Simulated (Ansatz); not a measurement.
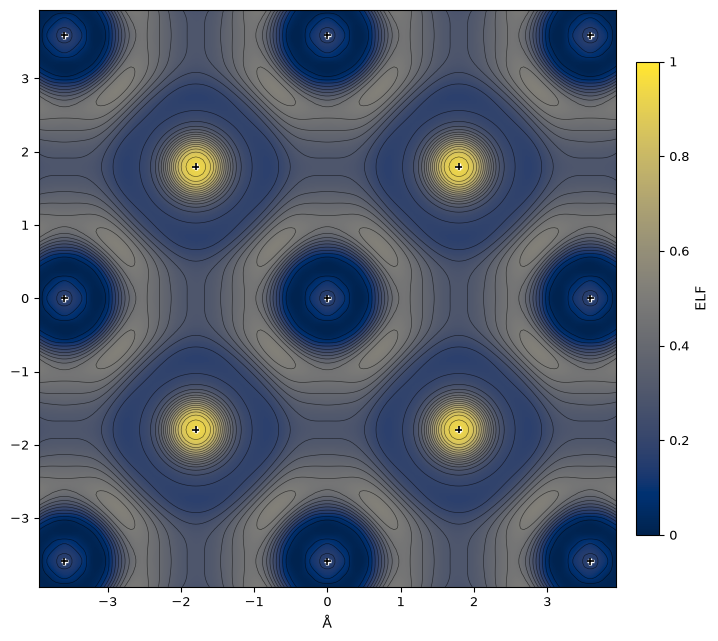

The electron localisation function on a plane through atoms (crosses mark nuclei in the plane).

Method: DFT LDA, scalar-relativistic, plane waves, PAW (Ansatz).

Candidates:
A. AlCu3, a = 3.59 Å, b = 3.59 Å, c = 3.59 Å, α = 90.00°, β = 90.00°, γ = 90.00°. Space group Pm-3m; a structure from a database of computed crystals, not necessarily the ambient phase; computed without spin polarisation.
B. ScAl, a = 3.31 Å, b = 3.31 Å, c = 3.31 Å, α = 90.00°, β = 90.00°, γ = 90.00°. Space group Pm-3m; a structure from a database of computed crystals, not necessarily the ambient phase.

Which system is this?

Answer. Candidate A: AlCu3 on the (010) plane of the conventional cell, which holds Al and Cu. Al–Cu (2.54 Å): the ELF is about 0.40 at the midpoint.
